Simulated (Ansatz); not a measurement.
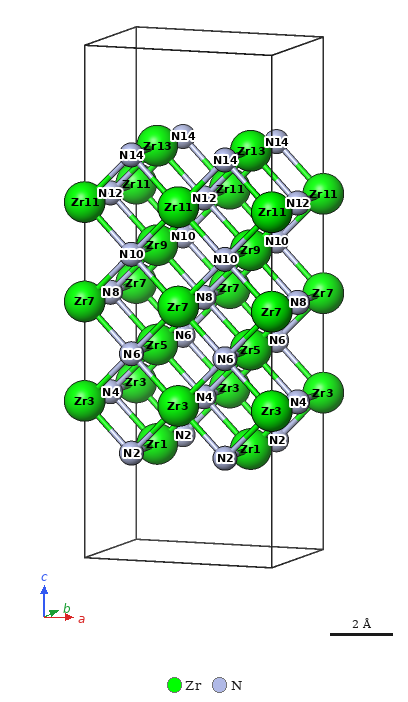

Fig. 1: The starting structure (ball-and-stick view of the 2 × 1 repeat of the cell, with the vacuum cut short, seen slightly off an axis; atoms are numbered from 1 in the order of the input). An atom can appear more than once, as a periodic image.

## Geometry relaxation, with input and output: ZrN (part 1 of 3)

- system: ZrN (slab, 14 atoms in the cell)
- method: DFT PBE, scalar-relativistic, plane waves, PAW, no spin polarisation (Ansatz 0.2.0)

The structure derives from an entry of the Crystallography Open Database. It belongs to a series of runs on one base structure; here: (1 1 0) slab, atoms relaxed. Figures and captions count atoms from 1; the log counts them from 0 in places.

Log
```
Engine: ansatz 0.2.0, x86_64-unknown-linux-gnu
Pseudopotentials: kind: paw
Pseudopotential: Zr, paw, valence charge 12, recommended cutoff 420 eV (normal), Zr.paw.azcp
Pseudopotential: N, paw, valence charge 5, recommended cutoff 420 eV (normal), N.paw.azcp
Functional definition: PBE
  parameter kappa = 0.804
  parameter beta = 0.06672455060314922
  exchange = pbe_x(kappa = kappa, mu = beta*pi^2/3)
  correlation = pbe_c(beta = beta)
Crystal: 14 atoms, lattice volume = 369.409 Å³
Basis set: ecut = 420 eV, 7255 PW (Γ), exchange–correlation on 48×64×360 points (8 copies of the dense FFT grid, shifted against one another)
Bands: 74, of which v1, the nominal top of the filled ones, is band 60 counted from 1 (59 counted from 0)
Symmetry: 4 space group operations
k-points: 30 of 88
Non-local potential: Zr, projectors of the file, l = 0: 3, l = 1: 2, l = 2: 2, l = 3: 2
Non-local potential: N, projectors of the file, l = 0: 2, l = 1: 2, l = 2: 1
PAW form: soft (Blöchl's): semilocal exchange-correlation on the pseudo side does not see the compensation charge
PAW one-centre angular grid: Zr, 590 points (default); XC on 64 Gauss nodes
PAW one-centre angular grid: N, 110 points (default); XC on 64 Gauss nodes
Initial density: superposition of atomic densities (neutral atoms: chi_scale 0, normalization atom), corrected by the library's trained network
Initial wavefunctions: pseudopotential atomic-orbital guess
Functional: x = pbe(κ = 0.804, μ = 0.2195149727645171), c = pbe(β = 0.06672455060314922)
SCF iter   1: F=—  HF=-31993.933039 eV  |F-HF|=—  |Δ(HF+E_count)|=         —  Δρ=4.21e-3  dr2=2.82e-1  ethr=1.77e-3  p=0.000 e·Å  D=1.12e-13 V/Å  ΔV_dip=-0.00 eV  dr2_dipole=2.23e-7  V_vac-E_F(+/−)=3.35/3.35 eV  ⟨swp⟩=7.4  Hψ=9794  notcnv=0
efield: sawtooth ramp at fractional position 0.9800 (placed from the atoms, in the widest stretch of the axis that holds none; the zero of the levels goes with the place), width 0.0400; the density the first Hamiltonian is built on has a dipole p = 0.000 e·Å; the dipole correction subtracts the counter field D = 1.12e-13 V/Å, which shifts the + side's vacuum level by -0.00 eV against the − side's; the planar-averaged density in the ramp window peaks in size at 4.0e-5 e/Å³
preconditioner: auto → LDOS  [metal: Δε(μ)=0.017 eV  Ē_g=8.141 eV  σ=0.100 eV  W_gap=0.10  n_scr=64 (ndim 8)  ℏωp=15.3 eV  f_vac=0.471  D(μ)=6.90/eV (n_scr^D=32)  β→1.0]
SCF iter   2: F=—  HF=-31993.916473 eV  |F-HF|=—  |Δ(HF+E_count)|=   1.66e-2  Δρ=2.63e-3  dr2=4.44e-2  ethr=2.37e-4  p=0.000 e·Å  D=1.16e-5 V/Å  ΔV_dip=-0.00 eV  dr2_dipole=3.26e-8  V_vac-E_F(+/−)=3.17/3.17 eV  ⟨swp⟩=2.1  Hψ=3666  notcnv=0  defer=110
SCF iter   3: F=—  HF=-31993.918155 eV  |F-HF|=—  |Δ(HF+E_count)|=   1.68e-3  Δρ=1.00e-3  dr2=5.65e-3  ethr=3.73e-5  p=0.000 e·Å  D=9.90e-6 V/Å  ΔV_dip=-0.00 eV  dr2_dipole=2.20e-7  V_vac-E_F(+/−)=3.13/3.13 eV  ⟨swp⟩=2.0  Hψ=3075  notcnv=0  defer=110
SCF iter   4: F=—  HF=-31993.918478 eV  |F-HF|=—  |Δ(HF+E_count)|=   3.23e-4  Δρ=4.94e-4  dr2=2.44e-3  ethr=4.75e-6  p=0.000 e·Å  D=5.64e-6 V/Å  ΔV_dip=-0.00 eV  dr2_dipole=1.18e-8  V_vac-E_F(+/−)=3.08/3.08 eV  ⟨swp⟩=2.3  Hψ=3064  notcnv=0  defer=51
SCF iter   5: F=—  HF=-31993.918593 eV  |F-HF|=—  |Δ(HF+E_count)|=   1.15e-4  Δρ=1.70e-4  dr2=1.37e-4  ethr=2.05e-6  p=0.000 e·Å  D=2.67e-6 V/Å  ΔV_dip=-0.00 eV  dr2_dipole=4.88e-10  V_vac-E_F(+/−)=3.03/3.03 eV  ⟨swp⟩=2.1  Hψ=2938  notcnv=0  defer=31
SCF iter   6: F=—  HF=-31993.918679 eV  |F-HF|=—  |Δ(HF+E_count)|=   8.59e-5  Δρ=8.99e-5  dr2=5.46e-5  ethr=1.15e-7  p=0.000 e·Å  D=1.26e-6 V/Å  ΔV_dip=-0.00 eV  dr2_dipole=2.25e-10  V_vac-E_F(+/−)=3.01/3.01 eV  ⟨swp⟩=2.5  Hψ=3570  notcnv=0  defer=30
SCF iter   7: F=—  HF=-31993.918700 eV  |F-HF|=—  |Δ(HF+E_count)|=   2.11e-5  Δρ=3.69e-5  dr2=1.46e-5  ethr=4.59e-8  p=0.000 e·Å  D=6.33e-7 V/Å  ΔV_dip=-0.00 eV  dr2_dipole=1.36e-10  V_vac-E_F(+/−)=3.01/3.01 eV  ⟨swp⟩=2.0  Hψ=2979  notcnv=0  defer=30
SCF iter   8: F=-31993.918707 eV  HF=-31993.918708 eV  |F-HF|=4.84e-7  |Δ(HF+E_count)|=   7.24e-6  Δρ=1.59e-5  dr2=2.92e-6  ethr=8.40e-9  p=0.000 e·Å  D=2.57e-7 V/Å  ΔV_dip=-0.00 eV  dr2_dipole=3.19e-11  V_vac-E_F(+/−)=3.01/3.01 eV  ⟨swp⟩=24.5  Hψ=22198  notcnv=0
SCF 1 converged in 8 iterations: F = -31993.918707 eV  dr2 = 2.92e-6
  greatest PAW one-centre occupation: 0.996 electrons in one spin orbital (limit 2), on the Zr atom at site 12 (counted from 0), in its partial waves of l = 0
relax step   1: F+E_penalty+E_count = -31993.91870715 eV  Δ(F+E_penalty+E_count) = +0.000e0 eV  max|allowed force component| = 1.411e0 eV/Å  Δτ_max = 0.0000 Å  (8 SCF iters, dr2 threshold 1.00e-5 eV, accepted)
Initial density: handed on by an earlier stage of this run
Initial wavefunctions: those handed on with the density
iter 1 solved again at ethr=1.13e-3 eV; its pass at ethr=3.10e-3 eV (dr2=1.35e0 eV) is discarded
SCF iter   1: F=—  HF=-31994.531835 eV  |F-HF|=—  |Δ(HF+E_count)|=         —  Δρ=1.17e-2  dr2=1.37e0  ethr=1.13e-3  p=0.000 e·Å  D=2.57e-7 V/Å  ΔV_dip=-0.00 eV  dr2_dipole=9.86e-12  V_vac-E_F(+/−)=3.07/3.07 eV  ⟨swp⟩=1.3  Hψ=8306  notcnv=0  defer=159
efield: sawtooth ramp at fractional position 0.9800 (handed on by an earlier solve), width 0.0400; the density the first Hamiltonian is built on has a dipole p = 0.000 e·Å; the dipole correction subtracts the counter field D = 2.57e-7 V/Å, which shifts the + side's vacuum level by -0.00 eV against the − side's; the planar-averaged density in the ramp window peaks in size at 2.9e-6 e/Å³
preconditioner: auto → LDOS  [metal: Δε(μ)=0.033 eV  Ē_g=8.392 eV  σ=0.100 eV  W_gap=0.19  n_scr=64 (ndim 8)  ℏωp=15.3 eV  f_vac=0.488  D(μ)=4.81/eV (n_scr^D=22)  β→1.0]
SCF iter   2: F=—  HF=-31994.415019 eV  |F-HF|=—  |Δ(HF+E_count)|=   1.17e-1  Δρ=8.98e-3  dr2=9.69e-1  ethr=1.13e-3  p=-0.000 e·Å  D=-2.90e-7 V/Å  ΔV_dip=0.00 eV  dr2_dipole=4.12e-10  V_vac-E_F(+/−)=2.43/2.43 eV  ⟨swp⟩=3.9  Hψ=4041  notcnv=0  defer=161
SCF iter   3: F=—  HF=-31994.291619 eV  |F-HF|=—  |Δ(HF+E_count)|=   1.23e-1  Δρ=2.17e-3  dr2=4.07e-2  ethr=8.14e-4  p=0.000 e·Å  D=2.30e-7 V/Å  ΔV_dip=-0.00 eV  dr2_dipole=1.26e-11  V_vac-E_F(+/−)=2.76/2.76 eV  ⟨swp⟩=2.7  Hψ=3575  notcnv=0  defer=185
SCF iter   4: F=—  HF=-31994.293351 eV  |F-HF|=—  |Δ(HF+E_count)|=   1.73e-3  Δρ=8.82e-4  dr2=6.98e-3  ethr=3.42e-5  p=0.000 e·Å  D=1.89e-7 V/Å  ΔV_dip=-0.00 eV  dr2_dipole=4.22e-14  V_vac-E_F(+/−)=2.78/2.78 eV  ⟨swp⟩=2.0  Hψ=3321  notcnv=0  defer=185
SCF iter   5: F=—  HF=-31994.295664 eV  |F-HF|=—  |Δ(HF+E_count)|=   2.31e-3  Δρ=8.59e-4  dr2=3.13e-3  ethr=5.87e-6  p=0.000 e·Å  D=1.04e-7 V/Å  ΔV_dip=-0.00 eV  dr2_dipole=5.06e-18  V_vac-E_F(+/−)=2.79/2.79 eV  ⟨swp⟩=2.0  Hψ=3190  notcnv=0  defer=185
SCF iter   6: F=—  HF=-31994.295662 eV  |F-HF|=—  |Δ(HF+E_count)|=   2.00e-6  Δρ=1.55e-4  dr2=3.00e-4  ethr=2.63e-6  p=0.000 e·Å  D=8.05e-8 V/Å  ΔV_dip=-0.00 eV  dr2_dipole=2.88e-13  V_vac-E_F(+/−)=2.80/2.80 eV  ⟨swp⟩=2.0  Hψ=3027  notcnv=0  defer=185
SCF iter   7: F=-31994.295738 eV  HF=-31994.295749 eV  |F-HF|=1.05e-5  |Δ(HF+E_count)|=   8.70e-5  Δρ=5.93e-5  dr2=1.99e-5  ethr=8.40e-8  p=0.000 e·Å  D=5.17e-8 V/Å  ΔV_dip=-0.00 eV  dr2_dipole=2.51e-14  V_vac-E_F(+/−)=2.80/2.80 eV  ⟨swp⟩=25.6  Hψ=26143  notcnv=0
SCF 2 converged in 7 iterations: F = -31994.295738 eV  dr2 = 1.99e-5
relax step   2: F+E_penalty+E_count = -31994.29573827 eV  Δ(F+E_penalty+E_count) = -3.770e-1 eV  max|allowed force component| = 6.957e-1 eV/Å  Δτ_max = 0.1917 Å  (7 SCF iters, dr2 threshold 1.00e-4 eV, accepted)
SCF iter   1: F=—  HF=-31994.398809 eV  |F-HF|=—  |Δ(HF+E_count)|=         —  Δρ=3.74e-3  dr2=1.23e-1  ethr=1.46e-3  p=0.000 e·Å  D=5.17e-8 V/Å  ΔV_dip=-0.00 eV  dr2_dipole=1.20e-10  V_vac-E_F(+/−)=2.78/2.78 eV  ⟨swp⟩=3.7  Hψ=4090  notcnv=0  defer=185
efield: sawtooth ramp at fractional position 0.9800 (handed on by an earlier solve), width 0.0400; the density the first Hamiltonian is built on has a dipole p = 0.000 e·Å; the dipole correction subtracts the counter field D = 5.17e-8 V/Å, which shifts the + side's vacuum level by -0.00 eV against the − side's; the planar-averaged density in the ramp window peaks in size at 1.4e-6 e/Å³
preconditioner: auto → LDOS  [metal: Δε(μ)=0.022 eV  Ē_g=8.285 eV  σ=0.100 eV  W_gap=0.12  n_scr=64 (ndim 8)  ℏωp=15.3 eV  f_vac=0.483  D(μ)=6.23/eV (n_scr^D=30)  β→1.0]
SCF iter   2: F=—  HF=-31994.381358 eV  |F-HF|=—  |Δ(HF+E_count)|=   1.75e-2  Δρ=2.51e-3  dr2=3.20e-2  ethr=1.04e-4  p=0.000 e·Å  D=1.79e-7 V/Å  ΔV_dip=-0.00 eV  dr2_dipole=8.55e-11  V_vac-E_F(+/−)=2.82/2.82 eV  ⟨swp⟩=2.1  Hψ=3774  notcnv=0  defer=175
SCF iter   3: F=—  HF=-31994.376490 eV  |F-HF|=—  |Δ(HF+E_count)|=   4.87e-3  Δρ=7.15e-4  dr2=4.54e-3  ethr=2.69e-5  p=0.000 e·Å  D=7.28e-8 V/Å  ΔV_dip=-0.00 eV  dr2_dipole=8.20e-12  V_vac-E_F(+/−)=2.82/2.82 eV  ⟨swp⟩=2.0  Hψ=3282  notcnv=0  defer=175
SCF iter   4: F=—  HF=-31994.376114 eV  |F-HF|=—  |Δ(HF+E_count)|=   3.76e-4  Δρ=2.71e-4  dr2=6.55e-4  ethr=3.81e-6  p=0.000 e·Å  D=4.06e-8 V/Å  ΔV_dip=-0.00 eV  dr2_dipole=9.38e-13  V_vac-E_F(+/−)=2.82/2.82 eV  ⟨swp⟩=2.0  Hψ=3135  notcnv=0  defer=174
SCF iter   5: F=—  HF=-31994.376285 eV  |F-HF|=—  |Δ(HF+E_count)|=   1.71e-4  Δρ=1.59e-4  dr2=1.38e-4  ethr=5.51e-7  p=0.000 e·Å  D=2.05e-8 V/Å  ΔV_dip=-0.00 eV  dr2_dipole=5.69e-15  V_vac-E_F(+/−)=2.82/2.82 eV  ⟨swp⟩=2.0  Hψ=3078  notcnv=0  defer=174
SCF iter   6: F=-31994.376344 eV  HF=-31994.376326 eV  |F-HF|=1.74e-5  |Δ(HF+E_count)|=   4.09e-5  Δρ=5.29e-5  dr2=1.02e-5  ethr=2.54e-8  p=0.000 e·Å  D=5.94e-9 V/Å  ΔV_dip=-0.00 eV  dr2_dipole=8.94e-14  V_vac-E_F(+/−)=2.82/2.82 eV  ⟨swp⟩=24.6  Hψ=25103  notcnv=0
SCF 3 converged in 6 iterations: F = -31994.376344 eV  dr2 = 1.02e-5
  greatest PAW one-centre occupation: 0.996 electrons in one spin orbital (limit 2), on the Zr atom at site 0 (counted from 0), in its partial waves of l = 0
relax step   3: F+E_penalty+E_count = -31994.37634365 eV  Δ(F+E_penalty+E_count) = -8.061e-2 eV  max|allowed force component| = 2.022e-1 eV/Å  Δτ_max = 0.0506 Å  (6 SCF iters, dr2 threshold 3.03e-5 eV, accepted)
SCF iter   1: F=—  HF=-31994.386009 eV  |F-HF|=—  |Δ(HF+E_count)|=         —  Δρ=1.15e-3  dr2=9.88e-3  ethr=8.22e-5  p=0.000 e·Å  D=5.94e-9 V/Å  ΔV_dip=-0.00 eV  dr2_dipole=3.30e-13  V_vac-E_F(+/−)=2.82/2.82 eV  ⟨swp⟩=2.0  Hψ=3929  notcnv=0  defer=107
efield: sawtooth ramp at fractional position 0.9800 (handed on by an earlier solve), width 0.0400; the density the first Hamiltonian is built on has a dipole p = 0.000 e·Å; the dipole correction subtracts the counter field D = 5.94e-9 V/Å, which shifts the + side's vacuum level by -0.00 eV against the − side's; the planar-averaged density in the ramp window peaks in size at 2.7e-6 e/Å³
preconditioner: auto → LDOS  [metal: Δε(μ)=0.020 eV  Ē_g=8.302 eV  σ=0.100 eV  W_gap=0.11  n_scr=64 (ndim 8)  ℏωp=15.3 eV  f_vac=0.483  D(μ)=5.91/eV (n_scr^D=26)  β→1.0]
SCF iter   2: F=—  HF=-31994.384171 eV  |F-HF|=—  |Δ(HF+E_count)|=   1.84e-3  Δρ=7.47e-4  dr2=3.38e-3  ethr=8.30e-6  p=0.000 e·Å  D=4.29e-8 V/Å  ΔV_dip=-0.00 eV  dr2_dipole=5.28e-15  V_vac-E_F(+/−)=2.82/2.82 eV  ⟨swp⟩=2.0  Hψ=3535  notcnv=0  defer=116
SCF iter   3: F=—  HF=-31994.383191 eV  |F-HF|=—  |Δ(HF+E_count)|=   9.81e-4  Δρ=1.48e-4  dr2=1.12e-4  ethr=2.84e-6  p=0.000 e·Å  D=3.88e-8 V/Å  ΔV_dip=-0.00 eV  dr2_dipole=3.27e-13  V_vac-E_F(+/−)=2.82/2.82 eV  ⟨swp⟩=2.0  Hψ=3211  notcnv=0  defer=116
SCF iter   4: F=—  HF=-31994.383176 eV  |F-HF|=—  |Δ(HF+E_count)|=   1.53e-5  Δρ=6.27e-5  dr2=2.25e-5  ethr=9.41e-8  p=0.000 e·Å  D=1.14e-8 V/Å  ΔV_dip=-0.00 eV  dr2_dipole=4.43e-14  V_vac-E_F(+/−)=2.82/2.82 eV  ⟨swp⟩=3.0  Hψ=3956  notcnv=0  defer=116
SCF iter   5: F=-31994.383177 eV  HF=-31994.383177 eV  |F-HF|=5.92e-8  |Δ(HF+E_count)|=   1.62e-6  Δρ=2.23e-5  dr2=3.24e-6  ethr=2.90e-9  p=0.000 e·Å  D=4.72e-9 V/Å  ΔV_dip=-0.00 eV  dr2_dipole=5.36e-16  V_vac-E_F(+/−)=2.82/2.82 eV  ⟨swp⟩=20.0  Hψ=22402  notcnv=0
SCF 4 converged in 5 iterations: F = -31994.383177 eV  dr2 = 3.24e-6
relax step   4: F+E_penalty+E_count = -31994.38317708 eV  Δ(F+E_penalty+E_count) = -6.833e-3 eV  max|allowed force component| = 1.965e-2 eV/Å  Δτ_max = 0.0165 Å  (5 SCF iters, dr2 threshold 3.45e-6 eV, accepted)
iter 1 solved again at ethr=2.75e-9 eV; its pass at ethr=3.10e-3 eV (dr2=3.27e-6 eV) is discarded
SCF iter   1: F=—  HF=-31994.383546 eV  |F-HF|=—  |Δ(HF+E_count)|=         —  Δρ=2.29e-5  dr2=3.25e-6  ethr=2.75e-9  p=0.000 e·Å  D=4.72e-9 V/Å  ΔV_dip=-0.00 eV  dr2_dipole=6.07e-16  V_vac-E_F(+/−)=2.82/2.82 eV  ⟨swp⟩=1.0  Hψ=5400  notcnv=0
efield: sawtooth ramp at fractional position 0.9800 (handed on by an earlier solve), width 0.0400; the density the first Hamiltonian is built on has a dipole p = 0.000 e·Å; the dipole correction subtracts the counter field D = 4.72e-9 V/Å, which shifts the + side's vacuum level by -0.00 eV against the − side's; the planar-averaged density in the ramp window peaks in size at 2.7e-6 e/Å³
preconditioner: auto → LDOS  [metal: Δε(μ)=0.016 eV  Ē_g=8.303 eV  σ=0.100 eV  W_gap=0.09  n_scr=64 (ndim 8)  ℏωp=15.3 eV  f_vac=0.483  D(μ)=5.87/eV (n_scr^D=26)  β→1.0]
SCF iter   2: F=—  HF=-31994.383179 eV  |F-HF|=—  |Δ(HF+E_count)|=   3.68e-4  Δρ=2.13e-5  dr2=2.41e-6  ethr=2.73e-9  p=0.000 e·Å  D=3.20e-9 V/Å  ΔV_dip=-0.00 eV  dr2_dipole=1.84e-16  V_vac-E_F(+/−)=2.82/2.82 eV  ⟨swp⟩=2.1  Hψ=3751  notcnv=0
SCF iter   3: F=—  HF=-31994.383179 eV  |F-HF|=—  |Δ(HF+E_count)|=   2.00e-7  Δρ=8.55e-6  dr2=4.37e-7  ethr=2.03e-9  p=0.000 e·Å  D=1.68e-9 V/Å  ΔV_dip=-0.00 eV  dr2_dipole=8.30e-14  V_vac-E_F(+/−)=2.82/2.82 eV  ⟨swp⟩=2.0  Hψ=3193  notcnv=0
SCF iter   4: F=—  HF=-31994.383179 eV  |F-HF|=—  |Δ(HF+E_count)|=   2.18e-7  Δρ=5.46e-6  dr2=2.05e-7  ethr=3.67e-10  p=0.000 e·Å  D=2.43e-9 V/Å  ΔV_dip=-0.00 eV  dr2_dipole=7.33e-15  V_vac-E_F(+/−)=2.82/2.82 eV  ⟨swp⟩=2.2  Hψ=3003  notcnv=0
SCF iter   5: F=-31994.383179 eV  HF=-31994.383179 eV  |F-HF|=8.54e-9  |Δ(HF+E_count)|=   1.36e-8  Δρ=1.32e-6  dr2=7.77e-9  ethr=8.40e-11  p=0.000 e·Å  D=2.90e-9 V/Å  ΔV_dip=-0.00 eV  dr2_dipole=5.37e-14  V_vac-E_F(+/−)=2.82/2.82 eV  ⟨swp⟩=12.9  Hψ=17257  notcnv=0
SCF 5 converged in 5 iterations: F = -31994.383179 eV  dr2 = 7.77e-9
relax step   5: F+E_penalty+E_count = -31994.38317873 eV  Δ(F+E_penalty+E_count) = -1.649e-6 eV  max|allowed force component| = 1.942e-2 eV/Å  Δτ_max = 0.0000 Å  (5 SCF iters, accepted)
```

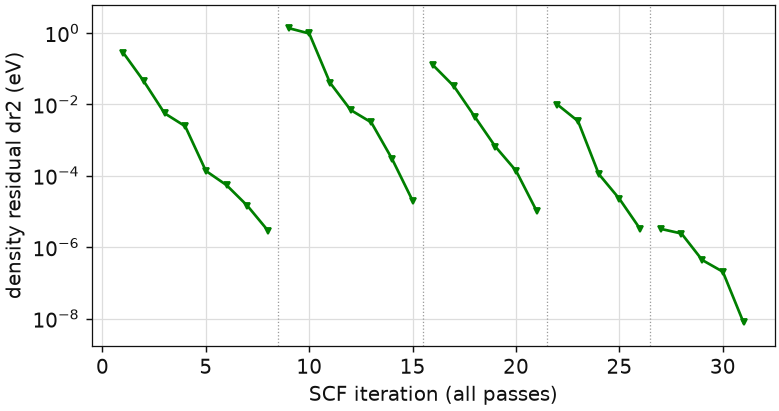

Fig. 2: Convergence of the self-consistent field: density residual dr2 against the SCF iteration. The dotted lines part the SCF passes of the relaxation: geometry steps, rejected trials and re-solves on a re-selected basis. The 5 passes take 5 to 8 iterations each, 31 in all.

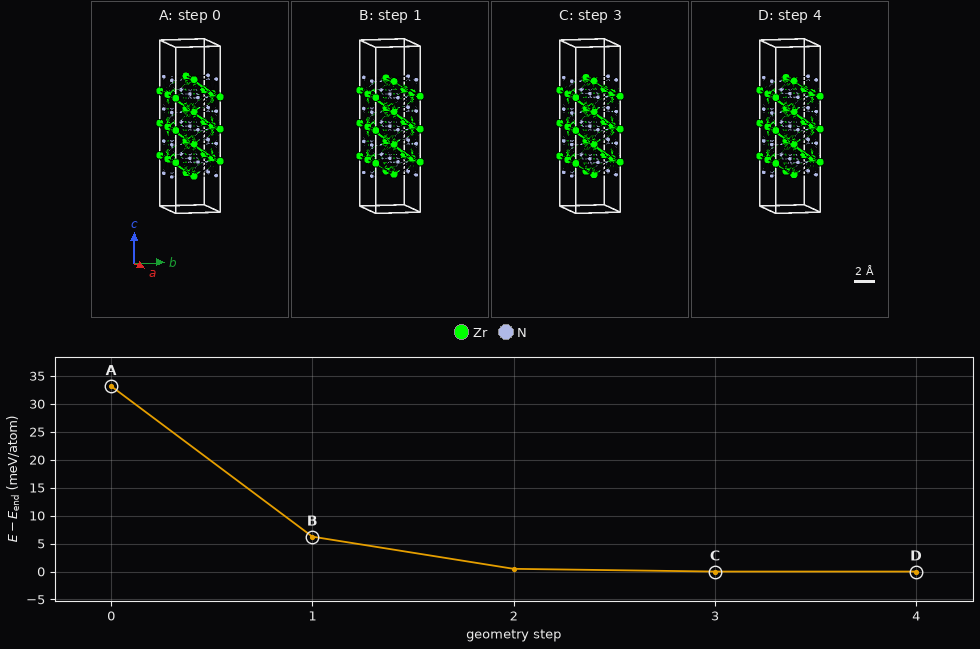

Fig. 3: Frames of the relaxation (ball-and-stick view of the 2 × 1 repeat of the cell, with the vacuum cut short, seen slightly off an axis) above the curves, on which the letters mark them (the first geometry is step 0 here and step 1 in the log).

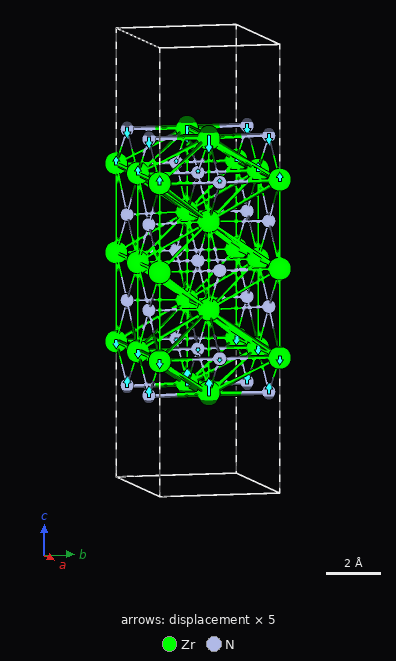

Fig. 4: Start (faint) and end (solid) with the displacements as teal arrows, magnified 5 times (ball-and-stick view of the 2 × 1 repeat of the cell, with the vacuum cut short, seen slightly off an axis). The largest moves, 0.14 Å, are those of Zr1 and Zr13. By element the largest moves are Zr 0.14 Å, N 0.09 Å. The cell stays as it was. Distances before and after: Zr1–Zr5 3.249 → 3.083 Å, N12–Zr13 2.297 → 2.171 Å, N2–Zr3 2.297 → 2.180 Å, Zr11–Zr13 3.249 → 3.145 Å. Among the angles that change: Zr1–N4–Zr1 90.0° → 96.9°, Zr3–N2–Zr3 90.0° → 96.3°, Zr1–N4–Zr5 180.0° → 176.3°. After 4 geometry steps the energy has fallen by 33.2 meV per atom. Largest force component: 1.4 eV/Å at the start, 0.019 eV/Å at the end. (Atoms are counted from 1 in the order of the input.)
